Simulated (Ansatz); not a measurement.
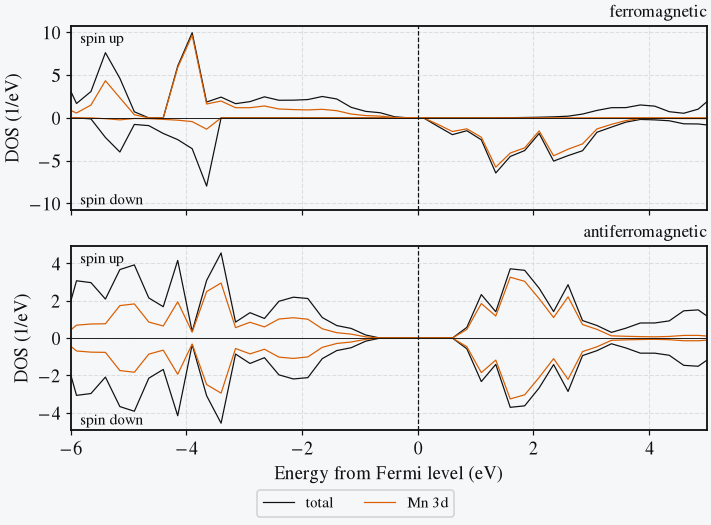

Spin-resolved densities of states of MnS, space group F-43m, 4 atoms in the cell, a database entry, rescaled, in two magnetic states on the same cell (spin down negative; each from its own Fermi level). Ansatz 0.2.0; DFT with r2SCAN, PAW plane waves, spin-polarised, 6×3×6 k mesh, 500 eV cutoff, Methfessel-Paxton smearing of 0.074 eV.

Q: How does the magnetic order change the electronic structure?

A: Ferromagnetic: net moment 10.0 μB, local moments 10.0 μB in all, gap 0.50 eV; antiferromagnetic: net moment 0.0 μB, local moments 9.4 μB in all, gap 1.66 eV.

Q: Which of these states is lowest in energy?

A: The antiferromagnetic one; the ferromagnetic state lies 78 meV an atom higher. Other orders weren't compared here.
